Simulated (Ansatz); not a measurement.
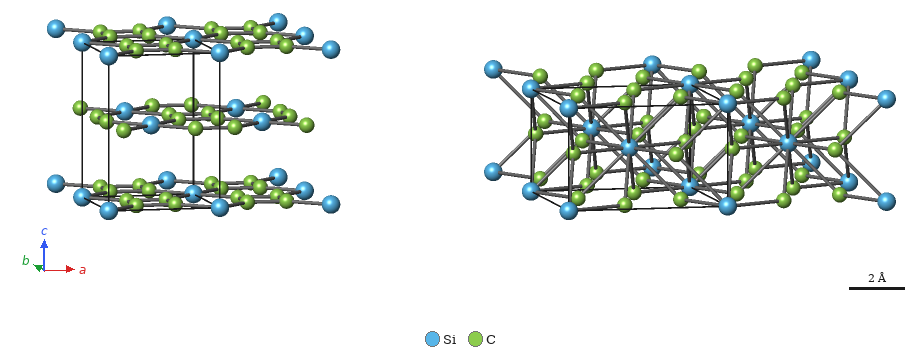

Two geometries of crystalline SiC₄ (a generated structure, set up in I4/m) (coarse preliminary run), drawn at one scale. One is the start of a relaxation, the other its converged end. A ball-and-stick model of the conventional cell (2 times the calculation's cell), repeated 2 × 2 × 1 with one cell outlined, seen slightly off an axis. Lengths and directions refer to the drawn axes.

Theory: Ansatz, DFT PBE, scalar-relativistic, plane waves, PAW. Set-up: plane-wave cutoff 420 eV; k-point mesh 6 × 6 × 6; occupations gaussian; smearing width 0.1 eV; no spin polarisation; cell and atoms relaxed; force threshold 0.04 eV/Å; at most 70 steps.

### Which of the two is the end point?

The left one is the relaxed one. The energy falls by 2975 meV per atom in 25 accepted moves (30 points after the start). The largest force component goes from 0.3 to 0.00077 eV/Å. The pressure goes from −27.53 to 0.02 GPa. The line search rejected the trial steps at points 16, 23 of the run. The SCF was repeated 3 times at an unchanged geometry on a basis and grid sized afresh for the cell, which shifted the energy by 20.4 meV per atom at most. The largest moves relative to the cell, 0.60 Å, are those of C atoms. Si stays in place. The volume changes by −26.2 %, with a = b 5.945 → 4.156 Å (−30.1 %), c 3.760 → 5.679 Å (+51.0 %). Some distances before and after: C–C 3.760 → 2.080 Å, C–C 2.659 → 1.471 Å, C–Si 2.659 → 1.899 Å, C–Si 2.659 → 3.024 Å. New bonds form: C–C (2.66 → 1.47 Å). The space group (tolerance 0.01 Å) goes from I4/m (No. 87) to I4/mmm (No. 139).
